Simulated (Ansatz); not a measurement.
Input structure:

```cif
data_structure
_symmetry_space_group_name_H-M 'P 1'
_symmetry_Int_Tables_number 1
_cell_length_a 3.1492
_cell_length_b 3.1492
_cell_length_c 24.1868
_cell_angle_alpha 90.000
_cell_angle_beta 90.000
_cell_angle_gamma 120.000
_cell_volume 207.73
loop_
_atom_site_label
_atom_site_type_symbol
_atom_site_fract_x
_atom_site_fract_y
_atom_site_fract_z
_atom_site_occupancy
Mo1 Mo 0.00000 0.00000 0.00000 1
Mo2 Mo 0.00000 0.00000 0.49987 1
Mo3 Mo 0.66667 0.33333 0.75001 1
Mo4 Mo 0.66667 0.33333 0.24988 1
S1 S 0.66667 0.33333 0.06474 1
S2 S 0.66667 0.33333 0.56461 1
S3 S 0.00000 0.00000 0.81475 1
S4 S 0.00000 0.00000 0.31462 1
S5 S 0.66667 0.33333 0.93526 1
S6 S 0.66667 0.33333 0.43513 1
S7 S 0.00000 0.00000 0.68526 1
S8 S 0.00000 0.00000 0.18514 1
```

> Interpret the file: composition, symmetry and coordination.

It has the composition MoS₂. Within 0.01 Å the space group is P6_3/mmc (No. 194), primitive hexagonal: 2H molybdenite (MoS₂) type. Atoms per cell: 12 (4 Mo, 8 S). The polyhedra are MoS6 trigonal prisms; they share edges. Mo is coordinated by six S in a trigonal prismatic arrangement at 2.40 Å. Each S atom is coordinated by three Mo in a trigonal pyramidal arrangement at 2.40 Å. Not all metal-metal contacts are counted. The bonds build MoS2 layers parallel to (001).

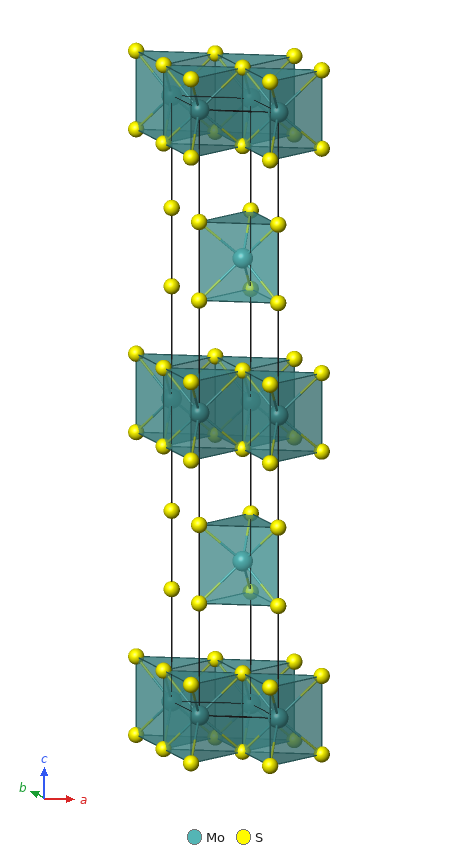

View slightly off an axis, drawn as a polyhedral model. The wireframe shows the unit cell. A few atoms beyond the faces are included.

The structure comes from a structure listed in the Materials Project. What is shown is the relaxed result from DFT PBE+D3(BJ), scalar-relativistic, plane waves, PAW in Ansatz.
